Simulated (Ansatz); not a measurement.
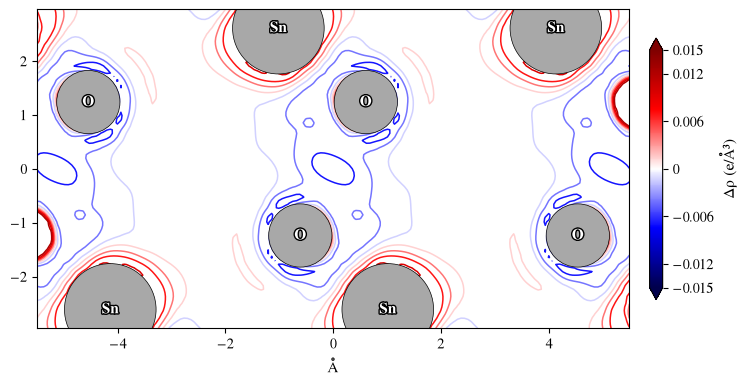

SnO2. Difference of the valence pseudo-densities of two functionals at the same geometry, on the (101̄) plane of the calculation cell: B3LYP less PBE0.

Space group R-3m; a structure from a database of computed crystals, not necessarily the ambient phase.

Both computed with Ansatz (plane waves, PAW), on the same k-point mesh. Grey discs cover the atomic cores.

```
Sn O
1.0
     3.23419    0.00000    0.00000
    -1.61709    0.93363    4.80059
     1.61709   -2.80089    0.00000
Sn O
1 2
Direct
  0.50000 0.50000 0.50000
  0.76283 0.28849 0.76283
  0.23717 0.71151 0.23717
```

Where does the change of functional move the electrons?

Answer. Against PBE0, B3LYP gives less density around O (−0.006 e/Å³ on average at 0.7 Å from the nucleus).
